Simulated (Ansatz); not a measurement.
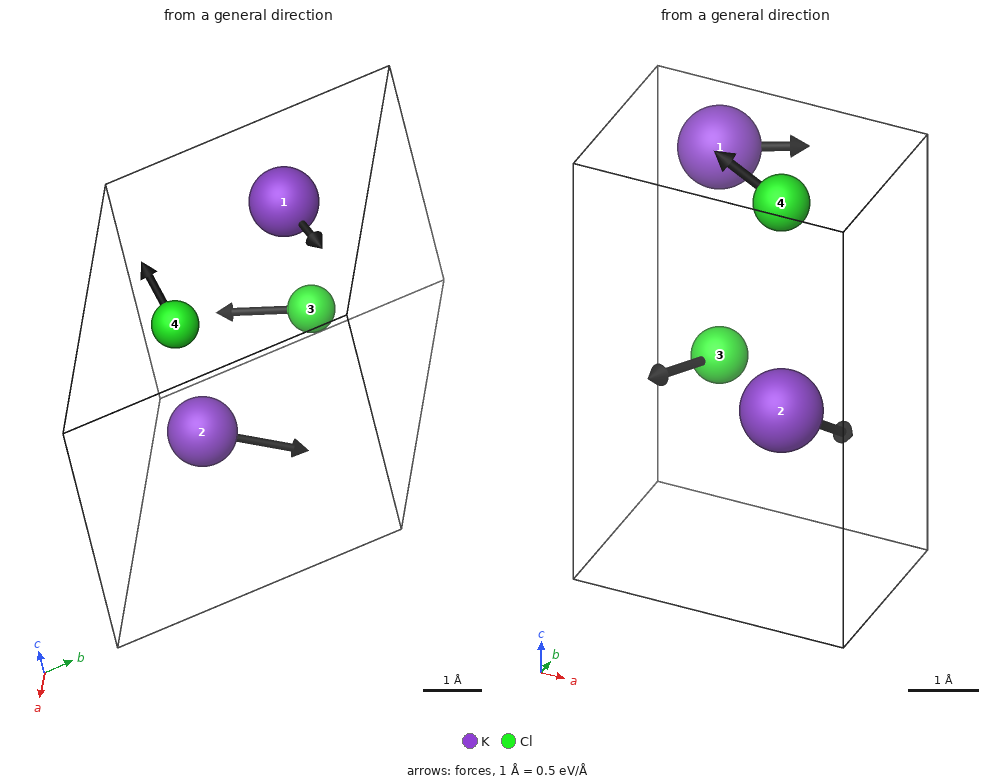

Spheres-only representation of a periodic structure, projected from two general directions. The simulation cell is drawn as a box. The arrows are the computed forces on the atoms.

System: KCl. Run with Ansatz, DFT, r2SCAN, plane waves, PAW and these settings: a cutoff energy of 500 eV, 6×6×2 k-points, Fermi-Dirac smearing of 0.069 eV, no spin polarisation.

Question: Is this geometry relaxed?

Answer: No. The atoms still feel forces of up to about 0.67 eV/Å, far above a usual threshold of 0.01 to 0.03 eV/Å.

Question: On average, how strongly is each element pushed?

Answer: Mean magnitudes: about K 0.52 eV/Å, Cl 0.53 eV/Å.

The structure was taken from a structure type filled with these elements by a generator (whether the compound takes this form wasn't checked). Earlier steps of the study may have refined or changed the cell and positions. Ansatz was used for an electronic-structure calculation on it.
